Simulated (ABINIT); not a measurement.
CdSe

```xyz
2
Lattice="-3.0703 0.0000 -3.0703 -3.0703 3.0703 0.0000 0.0000 3.0703 -3.0703" Properties=species:S:1:pos:R:3 pbc="T T T"
Cd   -6.0977    3.0573   -3.0620
Se   -1.5758    1.5438   -1.4825
```

Space group P1; a structure from a database of computed crystals, not necessarily the ambient phase; not relaxed (largest force 0.5 eV/Å).

Level of theory: Kohn-Sham DFT of a periodic cell, PBE, JTH PAW PBE v2.0 (ABINIT 10.8.3).

**What will maps of the valence pseudo-density show?**

Cd–Se (2.70 Å): ρ is about 0.34 e/Å³ halfway.

**Does the calculation make it a metal, or give it a gap?**

It is gapped, with a Kohn–Sham gap of 0.51 eV on the k-point mesh (the band edges may lie off the mesh, which would make the gap smaller).

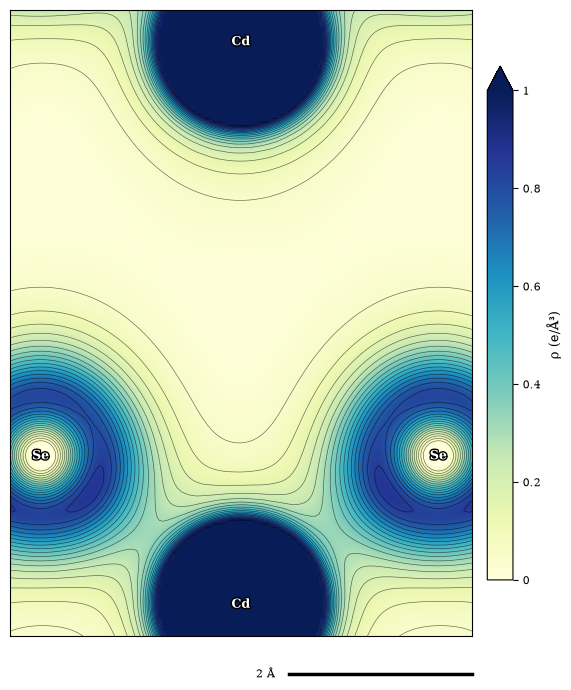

Computed valence pseudo-density on the (11̄0) plane of the conventional cell. 

Core electrons are frozen (PAW), and the valence fields are smoothed inside the atomic spheres.
